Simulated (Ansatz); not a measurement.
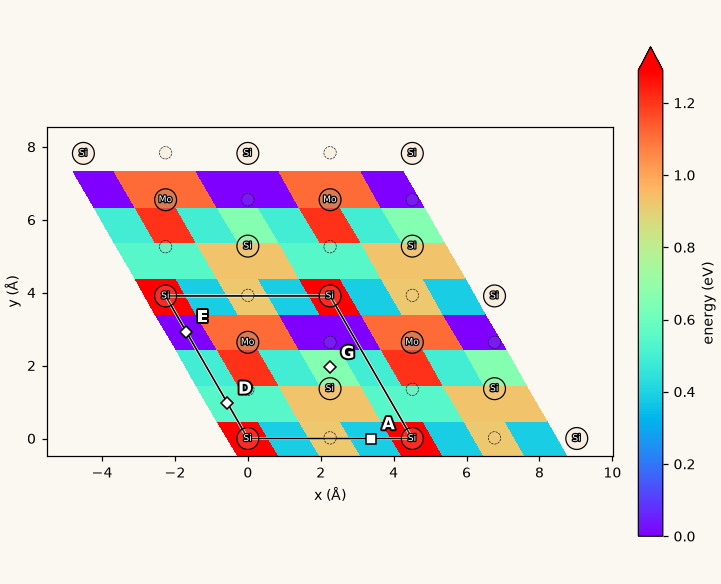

S on a Si₂Mo(110) slab cut from the I4/mmm phase (12 atoms of substrate and one adsorbate in a 1 × 1 cell). One S atom a 1 × 1 cell is placed over a mesh of places on the rigid (1 1 0) surface, and only its height is relaxed. Places are given modulo a cell vector. The map is drawn in real space over the plane of the surface. The scan uses a 4 × 4 grid. Energies: eV, counted from the lowest grid point. This mesh misses the points at thirds of the hexagonal cell. With one adsorbate in each 1 × 1 cell, its nearest image is 4.5 Å away, so neighbouring adsorbates interact. The calculation used DFT PBEsol, scalar-relativistic, plane waves, PAW in Ansatz.

In the figure: one coloured cell a grid point, labelled circles for the atoms of the top layer and small ones for the second layer, the outline of one cell of the 2 × 2 shown, one colour for all values above the top of the scale, lettered points.

> Is G the lowest point of the computed grid?

No. G lies 0.66 eV above the lowest grid point, which is at (0/4, 3/4) of the cell vectors [nearest 1 Si at 2.12 Å].

> Rank the lettered points by energy, lowest first.

E (0.00 eV), A (0.39 eV), D (0.54 eV), G (0.66 eV).
